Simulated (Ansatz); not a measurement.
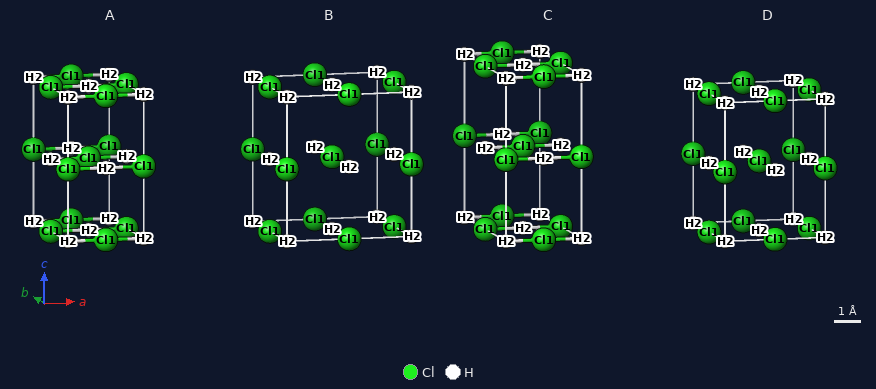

4 geometries from one relaxation of crystalline HCl (set up in Fmmm), in shuffled order. A ball-and-stick model of the conventional cell (4 times the calculation's cell), seen slightly off an axis. Lengths and directions refer to the drawn axes.

The run lets cell and atoms move.

The calculation used Kohn-Sham DFT of a periodic cell, r2SCAN, Ansatz PAW in Ansatz 0.2.0. Settings: plane-wave cutoff 500 eV; k-point mesh 9 × 9 × 9; occupations fermi-dirac; smearing width 0.05 eV; target pressure 2 GPa; no spin polarisation; cell and atoms relaxed; force threshold 0.01 eV/Å; at most 40 steps.

**Order the frames from highest to lowest energy.**

B, D, A, C. They are steps 0, 4, 8, 16, at +2.607 eV per cell of the calculation, +1.527 eV per cell of the calculation, +0.361 eV per cell of the calculation relative to the last. The energy falls by 2.607 eV per cell of the calculation in 14 accepted moves (16 points after the start). With the target pressure of 2 GPa, the enthalpy E + pV changes by −2.691 eV per cell of the calculation. All forces vanish by symmetry, so only the cell relaxes. The pressure goes from −10.42 to 2.02 GPa. At 2 points the geometry stayed and the basis and grid were re-selected for the new cell (energy shift of 2.1 meV per cell of the calculation at most each time). No atom moves by more than 0.005 Å relative to the cell. Cell: a 5.030 → 3.048 Å (−39.4 %), b 5.350 → 6.450 Å (+20.6 %), c 5.710 → 6.454 Å (+13.0 %). Volume −17.4 %. Near-neighbour distances that change, for instance: Cl1–H2 2.515 → 1.524 Å. New bonds form, among them: Cl1–H2 (2.52 → 1.52 Å). The space group (tolerance 0.01 Å) goes from Fmmm (No. 69) to I4/mmm (No. 139).
